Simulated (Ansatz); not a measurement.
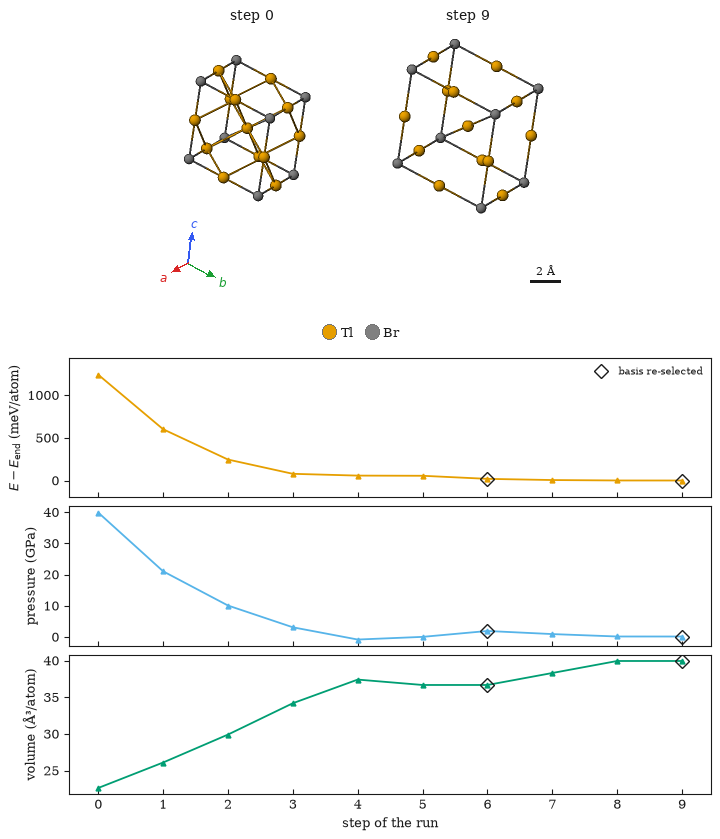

First and last geometry of a relaxation of crystalline Tl4Br (a generated structure, set up in Im-3m) (coarse preliminary run), with the history of the run. Style: ball-and-stick. Shown: the cell of the calculation, slightly off an axis.

Level of theory: DFT PBE, scalar-relativistic, plane waves, PAW in Ansatz. (plane-wave cutoff 420 eV; k-point mesh 4 × 4 × 4; occupations gaussian; smearing width 0.1 eV; no spin polarisation; cell and atoms relaxed; force threshold 0.04 eV/Å; at most 70 steps)

What do the curves and the structures tell?

It converged. Over 7 accepted moves (9 points after the start) the energy falls by 1240 meV per atom. All forces vanish by symmetry, so only the cell relaxes. The pressure goes from 39.88 to 0.13 GPa. The SCF was repeated twice at an unchanged geometry on a basis and grid sized afresh for the cell, which shifted the energy by 36.1 meV per atom at most. The atoms keep their places relative to the cell (all moves are under 0.005 Å). The drawn cell changes as follows: a = b = c 5.277 → 6.378 Å (+20.9 %); the volume changes by +76.6 %. Near-neighbour distances that change, for instance: Tl–Tl 3.047 → 3.682 Å, Br–Tl 2.638 → 3.189 Å. The space group stays Im-3m (No. 229).
